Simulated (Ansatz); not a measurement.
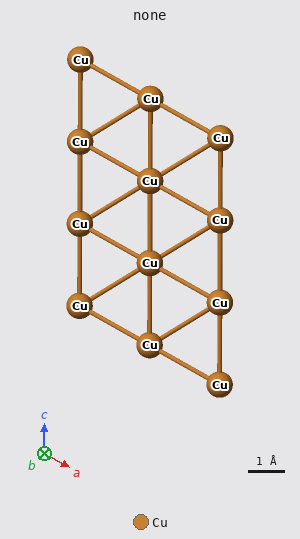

Solid Cu (set up in I4/mmm), relaxed (cell and atoms) with several dispersion corrections. The picture shows the result with none. The picture is a ball-and-stick view of the cell of the calculation, repeated 2 × 1 × 3 with one cell outlined, seen along the b axis.

Computed with Ansatz 0.2.0: PBEsol, Ansatz PAW. Settings: plane-wave cutoff 420 eV; k-point mesh 13 × 13 × 13; occupations fermi-dirac; smearing width 0.05 eV; no spin polarisation; cell and atoms relaxed; force threshold 0.01 eV/Å.

| dispersion correction | volume (Å³/atom) | a (Å) |
| --- | --- | --- |
| D4 | ? | ? |
| none | 11.360 | 2.454 |
| D3(BJ)-ATM | 10.988 | 2.426 |
| D3(BJ) | 10.846 | 2.416 |

Estimate the missing row from the others, and compare with the calculation.

With D4 the volume falls between D3(BJ)-ATM (10.988) and none (11.360). The calculation gives 11.075 Å³/atom (a = 2.433 Å). In order of volume: D3(BJ) < D3(BJ)-ATM < D4 < none; the spread is 4.7 %.
